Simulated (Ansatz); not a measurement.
# Iron, bcc under r²SCAN: testing the Fermi-Dirac smearing

Aim: find which Fermi-Dirac smearing width is enough for energy and pressure. The geometry was relaxed under r²SCAN beforehand and stays fixed; 6 values are run, from 0.01 to 1.0 eV. Wanted are the values from which on the energy stays within 10 and 1 meV/atom, and the pressure within 0.5 GPa, of the narrowest run. Within the series other settings stay, but some runs also write fields, which adds to their time. Spin polarisation is left out.

Computed with Ansatz 0.2.0 (DFT r²SCAN, plane waves with PAW, scalar-relativistic, unless a step says otherwise).

## 1. Starting point

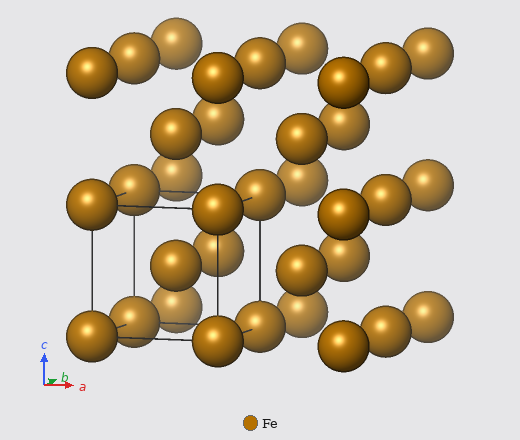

The structure, seen slightly off an axis (iron orange). 2×2×2 conventional cells are drawn; the run uses a primitive one. Any atoms on the faces are drawn again on the opposite ones.

As a file:

```
CELL_PARAMETERS angstrom
-1.36502 1.36502 1.36502
1.36502 -1.36502 1.36502
1.36502 1.36502 -1.36502
ATOMIC_POSITIONS crystal
Fe 0.00000 0.00000 0.00000
```

## 2. Width 0.01 eV

The run at 0.01 eV.

The input, input.yaml:

```yaml
crystal:
  lattice:
    - [-1.3650158294, 1.3650158294, 1.3650158294]
    - [1.3650158294, -1.3650158294, 1.3650158294]
    - [1.3650158294, 1.3650158294, -1.3650158294]
  atoms:
    - { symbol: Fe, position: [0.0, 0.0, 0.0] }
hamiltonian:
  xc: r2scan
  pseudopotentials:
    kind: paw
    azcp:
      Fe: "pseudopotentials/Fe.paw.azcp"
basis:
  ecutwfc: 500
  fft_grid_basis: typed
kpoints:
  mp_grid: { grid: [16, 16, 16], shift: [0, 0, 0] }
magnetization:
  spin_polarized: false
scf:
  occupations: { method: fermi_dirac, width: 0.01 }
  lower_state_search: "off"
output:
  stress: true
```

On the command line:

```console
$ ansatz run input.yaml --threads 2 --pin off --max-ram 5120MiB --backend cpu --events-out ev --progress --plain --runs-dir out
```

Log, cut to the lines that bear on the results:

```text
Warning: RAYON_NUM_THREADS=2 ignored (pool sized by the plan → 2); use --threads N
[...]
Pseudopotentials: kind: paw
Pseudopotential: Fe, paw, valence charge 16, recommended cutoff 500 eV (meta_gga), <dir>
Functional definition: r2SCAN
[...]
Crystal: 1 atoms, lattice volume = 10.174 Å³
Basis set: ecut = 500 eV, 249 PW (Γ), exchange–correlation on 72×72×72 points (64 copies of the dense FFT grid, shifted against one another)
Bands: 12, of which v1, the nominal top of the filled ones, is band 8 counted from 1 (7 counted from 0)
Symmetry: 48 space group operations
Space group: Im-3m (ITA 229), of the structure as read, at distance tolerance 2.2e-5 Å
k-points: 145 of 4096
[...]
SCF iter   1: F=-4484.822191 eV  HF=-4484.781410 eV  |F-HF|=4.08e-2  |Δ(HF+E_count)|=         —  Δρ=1.58e-2  dr2=8.11e-3  dr2_τ=4.55e-2  ethr=1.77e-3  ⟨swp⟩=5.4  Hψ=10075  notcnv=0
[...]
SCF iter   7: F=-4484.834672 eV  HF=-4484.834672 eV  |F-HF|=6.90e-9  |Δ(HF+E_count)|=   5.14e-8  Δρ=1.25e-5  dr2=8.24e-9  dr2_τ=1.79e-10  ethr=6.25e-10  ⟨swp⟩=4.3  Hψ=5849  notcnv=0
[...]
SCF converged after 7 iterations
Free energy (F): -4484.834672 eV
[...]
E sigma→0 (E₀):  -4484.834266 eV
Entropy (-TS):   -0.000811 eV (-0.811 meV/atom)
Fermi energy:    21.139279 eV
[...]
--- Stress (GPa, compression-positive) ---
       -0.735696       0.000000       0.000000
        0.000000      -0.735696       0.000000
        0.000000       0.000000      -0.735696
  P = ⅓ Tr σ = -0.7357 GPa (-7.357 kbar)
```

It took 2 s on 2 threads of Arm Neoverse V2, shared host; peak memory 0.29 GiB.

## 3. Width 0.03 eV

The run at 0.03 eV.

Edit input.yaml of step 2 so:

```diff
@@ -21,3 +21,3 @@
 scf:
-  occupations: { method: fermi_dirac, width: 0.01 }
+  occupations: { method: fermi_dirac, width: 0.03 }
   lower_state_search: "off"
```

On the command line:

```console
$ ansatz run input.yaml --threads 2 --pin off --max-ram 5120MiB --backend cpu --events-out ev --progress --plain --runs-dir out
```

Log, cut to the lines that bear on the results:

```text
Warning: RAYON_NUM_THREADS=2 ignored (pool sized by the plan → 2); use --threads N
[...]
[... 3 set-up lines as earlier in the session ...]
[...]
Crystal: 1 atoms, lattice volume = 10.174 Å³
Basis set: ecut = 500 eV, 249 PW (Γ), exchange–correlation on 72×72×72 points (64 copies of the dense FFT grid, shifted against one another)
Bands: 12, of which v1, the nominal top of the filled ones, is band 8 counted from 1 (7 counted from 0)
[... 2 set-up lines as earlier in the session ...]
k-points: 145 of 4096
[...]
SCF iter   1: F=-4484.826328 eV  HF=-4484.785587 eV  |F-HF|=4.07e-2  |Δ(HF+E_count)|=         —  Δρ=1.52e-2  dr2=7.78e-3  dr2_τ=4.54e-2  ethr=1.77e-3  ⟨swp⟩=5.5  Hψ=10097  notcnv=0
[...]
SCF iter   7: F=-4484.838158 eV  HF=-4484.838158 eV  |F-HF|=1.20e-8  |Δ(HF+E_count)|=   5.49e-8  Δρ=1.71e-5  dr2=1.64e-8  dr2_τ=2.28e-10  ethr=6.25e-10  ⟨swp⟩=4.4  Hψ=5983  notcnv=0
[...]
SCF converged after 7 iterations
Free energy (F): -4484.838158 eV
[...]
E sigma→0 (E₀):  -4484.834153 eV
Entropy (-TS):   -0.008010 eV (-8.010 meV/atom)
Fermi energy:    21.142691 eV
[...]
--- Stress (GPa, compression-positive) ---
       -0.738789       0.000000       0.000000
        0.000000      -0.738789       0.000000
       -0.000000      -0.000000      -0.738789
  P = ⅓ Tr σ = -0.7388 GPa (-7.388 kbar)
```

Run time: 1.4 s. Hardware: 2 threads of Arm Neoverse V2, shared host; peak memory 0.3 GiB.

## 4. Width 0.2 eV

The run at 0.2 eV.

Edit input.yaml of step 3 so:

```diff
@@ -21,3 +21,3 @@
 scf:
-  occupations: { method: fermi_dirac, width: 0.03 }
+  occupations: { method: fermi_dirac, width: 0.2 }
   lower_state_search: "off"
```

On the command line:

```console
$ ansatz run input.yaml --threads 2 --pin off --max-ram 5120MiB --backend cpu --events-out ev --progress --plain --runs-dir out
```

Log, cut to the lines that bear on the results:

```text
Warning: RAYON_NUM_THREADS=2 ignored (pool sized by the plan → 2); use --threads N
[...]
[... 3 set-up lines as earlier in the session ...]
[...]
Crystal: 1 atoms, lattice volume = 10.174 Å³
Basis set: ecut = 500 eV, 249 PW (Γ), exchange–correlation on 72×72×72 points (64 copies of the dense FFT grid, shifted against one another)
Bands: 12, of which v1, the nominal top of the filled ones, is band 8 counted from 1 (7 counted from 0)
[... 2 set-up lines as earlier in the session ...]
k-points: 145 of 4096
[...]
SCF iter   1: F=-4485.004950 eV  HF=-4484.961300 eV  |F-HF|=4.36e-2  |Δ(HF+E_count)|=         —  Δρ=8.38e-3  dr2=3.20e-3  dr2_τ=4.44e-2  ethr=1.77e-3  ⟨swp⟩=4.8  Hψ=9432  notcnv=0
[...]
SCF iter   7: F=-4485.012626 eV  HF=-4485.012626 eV  |F-HF|=1.30e-8  |Δ(HF+E_count)|=   2.48e-7  Δρ=1.73e-5  dr2=1.78e-8  dr2_τ=1.20e-9  ethr=6.25e-10  ⟨swp⟩=3.5  Hψ=7615  notcnv=0
[...]
SCF converged after 7 iterations
Free energy (F): -4485.012626 eV
[...]
E sigma→0 (E₀):  -4484.845613 eV
Entropy (-TS):   -0.334025 eV (-334.025 meV/atom)
Fermi energy:    21.139335 eV
[...]
--- Stress (GPa, compression-positive) ---
        2.655648      -0.000000      -0.000000
        0.000000       2.655648       0.000000
        0.000000      -0.000000       2.655648
  P = ⅓ Tr σ = 2.6556 GPa (26.556 kbar)
```

It took 1.4 s on 2 threads of Arm Neoverse V2, shared host; peak memory 0.3 GiB.

## 5. Width 0.3 eV

The run at 0.3 eV.

Edit input.yaml of step 4 so:

```diff
@@ -21,3 +21,3 @@
 scf:
-  occupations: { method: fermi_dirac, width: 0.2 }
+  occupations: { method: fermi_dirac, width: 0.3 }
   lower_state_search: "off"
@@ -25 +25,5 @@
   stress: true
+  write_density: true
+  write_potential: true
+  elf: true
+  volumetric_format: npy
```

On the command line:

```console
$ ansatz run input.yaml --threads 2 --pin off --max-ram 5120MiB --backend cpu --events-out ev --progress --plain --runs-dir out
```

Log, cut to the lines that bear on the results:

```text
Warning: RAYON_NUM_THREADS=2 ignored (pool sized by the plan → 2); use --threads N
[...]
[... 3 set-up lines as earlier in the session ...]
[...]
Crystal: 1 atoms, lattice volume = 10.174 Å³
Basis set: ecut = 500 eV, 249 PW (Γ), exchange–correlation on 72×72×72 points (64 copies of the dense FFT grid, shifted against one another)
Bands: 12, of which v1, the nominal top of the filled ones, is band 8 counted from 1 (7 counted from 0)
[... 2 set-up lines as earlier in the session ...]
k-points: 145 of 4096
[...]
SCF iter   1: F=-4485.201231 eV  HF=-4485.154262 eV  |F-HF|=4.70e-2  |Δ(HF+E_count)|=         —  Δρ=5.17e-3  dr2=1.21e-3  dr2_τ=4.40e-2  ethr=1.77e-3  ⟨swp⟩=4.6  Hψ=9241  notcnv=0
[...]
SCF iter   8: F=-4485.206525 eV  HF=-4485.206525 eV  |F-HF|=5.84e-10  |Δ(HF+E_count)|=   1.53e-8  Δρ=3.68e-6  dr2=8.43e-10  dr2_τ=3.34e-11  ethr=6.25e-10  ⟨swp⟩=8.2  Hψ=11668  notcnv=0
[...]
SCF converged after 8 iterations
Free energy (F): -4485.206525 eV
[...]
E sigma→0 (E₀):  -4484.879581 eV
Entropy (-TS):   -0.653887 eV (-653.887 meV/atom)
Fermi energy:    21.142653 eV
[...]
--- Stress (GPa, compression-positive) ---
        5.629914       0.000000       0.000000
        0.000000       5.629914      -0.000000
       -0.000000      -0.000000       5.629914
  P = ⅓ Tr σ = 5.6299 GPa (56.299 kbar)
--- Band table (eV; the first three rows and the last of 145) ---
  k-point 0: bands = ["-69.4272", "-33.7457", "-33.7457", "-33.7457", "11.4246", "19.1633", "19.1633", "19.1633", "21.1710", "21.1710", "47.2484", "47.2484"]
[...]
```

It took 1.9 s on 2 threads of Arm Neoverse V2, shared host; peak memory 0.3 GiB.

## 6. Width 0.6 eV

The run at 0.6 eV.

Edit input.yaml of step 5 so:

```diff
@@ -21,3 +21,3 @@
 scf:
-  occupations: { method: fermi_dirac, width: 0.3 }
+  occupations: { method: fermi_dirac, width: 0.6 }
   lower_state_search: "off"
@@ -25,5 +25 @@
   stress: true
-  write_density: true
-  write_potential: true
-  elf: true
-  volumetric_format: npy
```

On the command line:

```console
$ ansatz run input.yaml --threads 2 --pin off --max-ram 5120MiB --backend cpu --events-out ev --progress --plain --runs-dir out
```

Log, cut to the lines that bear on the results:

```text
Warning: RAYON_NUM_THREADS=2 ignored (pool sized by the plan → 2); use --threads N
band count auto-derived: 13 (N_el = 16.0; filled up to band 8; 12 by the electrons, moments and atoms)
[...]
[... 3 set-up lines as earlier in the session ...]
[...]
Crystal: 1 atoms, lattice volume = 10.174 Å³
Basis set: ecut = 500 eV, 249 PW (Γ), exchange–correlation on 72×72×72 points (64 copies of the dense FFT grid, shifted against one another)
Bands: 13, of which v1, the nominal top of the filled ones, is band 8 counted from 1 (7 counted from 0)
[... 2 set-up lines as earlier in the session ...]
k-points: 145 of 4096
[...]
SCF iter   1: F=-4486.022868 eV  HF=-4485.968804 eV  |F-HF|=5.41e-2  |Δ(HF+E_count)|=         —  Δρ=6.80e-3  dr2=2.26e-3  dr2_τ=4.33e-2  ethr=1.77e-3  ⟨swp⟩=4.7  Hψ=9568  notcnv=0
[...]
SCF iter   8: F=-4486.024305 eV  HF=-4486.024305 eV  |F-HF|=1.53e-8  |Δ(HF+E_count)|=   1.75e-7  Δρ=1.81e-5  dr2=2.11e-8  dr2_τ=9.11e-10  ethr=6.25e-10  ⟨swp⟩=3.2  Hψ=7778  notcnv=0
[...]
SCF converged after 8 iterations
Free energy (F): -4486.024305 eV
[...]
E sigma→0 (E₀):  -4485.060373 eV
Entropy (-TS):   -1.927864 eV (-1927.864 meV/atom)
Fermi energy:    21.197491 eV
[...]
--- Stress (GPa, compression-positive) ---
       15.984653       0.000000      -0.000000
        0.000000      15.984653       0.000000
       -0.000000       0.000000      15.984653
  P = ⅓ Tr σ = 15.9847 GPa (159.847 kbar)
```

Wall time 1.5 s (2 threads of Arm Neoverse V2, shared host); peak memory 0.3 GiB.

## 7. Width 1.0 eV

The run at 1.0 eV.

Edit input.yaml of step 6 so:

```diff
@@ -21,3 +21,3 @@
 scf:
-  occupations: { method: fermi_dirac, width: 0.6 }
+  occupations: { method: fermi_dirac, width: 1.0 }
   lower_state_search: "off"
```

On the command line:

```console
$ ansatz run input.yaml --threads 2 --pin off --max-ram 5120MiB --backend cpu --events-out ev --progress --plain --runs-dir out
```

Log, cut to the lines that bear on the results:

```text
Warning: RAYON_NUM_THREADS=2 ignored (pool sized by the plan → 2); use --threads N
band count auto-derived: 14 (N_el = 16.0; filled up to band 8; 12 by the electrons, moments and atoms)
[...]
[... 3 set-up lines as earlier in the session ...]
[...]
Crystal: 1 atoms, lattice volume = 10.174 Å³
Basis set: ecut = 500 eV, 249 PW (Γ), exchange–correlation on 72×72×72 points (64 copies of the dense FFT grid, shifted against one another)
Bands: 14, of which v1, the nominal top of the filled ones, is band 8 counted from 1 (7 counted from 0)
[... 2 set-up lines as earlier in the session ...]
k-points: 145 of 4096
[...]
SCF iter   1: F=-4487.522955 eV  HF=-4487.477443 eV  |F-HF|=4.55e-2  |Δ(HF+E_count)|=         —  Δρ=2.39e-2  dr2=3.18e-2  dr2_τ=4.26e-2  ethr=1.77e-3  ⟨swp⟩=4.7  Hψ=9737  notcnv=0
[...]
SCF iter   7: F=-4487.534306 eV  HF=-4487.534306 eV  |F-HF|=1.59e-8  |Δ(HF+E_count)|=   6.58e-8  Δρ=1.91e-5  dr2=2.46e-8  dr2_τ=1.39e-9  ethr=6.25e-10  ⟨swp⟩=3.3  Hψ=7891  notcnv=0
[...]
SCF converged after 7 iterations
Free energy (F): -4487.534306 eV
[...]
E sigma→0 (E₀):  -4485.388294 eV
Entropy (-TS):   -4.292023 eV (-4292.023 meV/atom)
Fermi energy:    21.401499 eV
[...]
--- Stress (GPa, compression-positive) ---
       34.370272       0.000000       0.000000
        0.000000      34.370272       0.000000
        0.000000       0.000000      34.370272
  P = ⅓ Tr σ = 34.3703 GPa (343.703 kbar)
```

Wall time 1.4 s (2 threads of Arm Neoverse V2, shared host); peak memory 0.3 GiB.

## 8. Convergence table

Differences are taken from the run at 0.01 eV.

```csv
smearing (eV),F (meV/atom),E(σ → 0) (meV/atom),P (GPa),SCF cycles,CPU time
0.01,0.00,0.00,-0.74,7,3.2 s
0.03,-3.49,0.11,-0.74,7,2.5 s
0.2,-177.95,-11.35,2.66,7,2.5 s
0.3,-371.85,-45.31,5.63,8,3.5 s
0.6,-1189.63,-226.11,15.98,8,2.8 s
1.0,-2699.63,-554.03,34.37,7,2.7 s
```

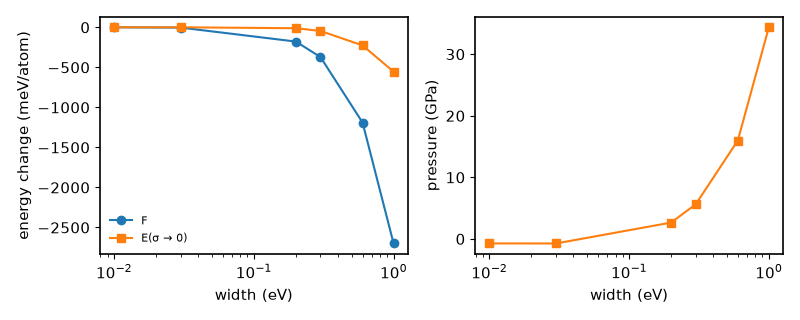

Energy and pressure against the Fermi-Dirac smearing width.

## 9. What came out

| quantity | value |
| --- | --- |
| E(σ → 0) stays within 10 meV/atom of 0.01 eV | up to 0.03 eV |
| E(σ → 0) stays within 1 meV/atom | up to 0.03 eV |
| pressure stays within 0.5 GPa | up to 0.03 eV |
| pressure at 0.01 eV | -0.74 GPa |
| energy of a separate run on a finer mesh (26×26×26) | -0.9 meV/atom from 0.01 eV |

The far end, 1.0 eV, lies -554.0 meV/atom and +35.1 GPa from the yardstick. The free energy F moves by -2699.6 meV/atom over the range, and the estimate for σ → 0 by -554.0. In theory F falls as the square of the width under this scheme, but here the ratio is not steady: the mesh at narrow widths, or a density of states that varies over the wide ones, can both cause that. The mesh (16×16×16) is fixed, so the narrowest widths carry a k-point error of their own. The yardstick itself is unsettled by 0.9 meV/atom against the finer mesh, so the thresholds above hold only within this series, and wider smearing, which averages over more states, can land nearer the fine-mesh value than the narrowest does. The cell taken over is 14 % smaller than the measured one (11.78 Å³/atom, COD), which weighs on all values here.

Real Fe is ferromagnetic; without spin these runs don't describe its ground state.
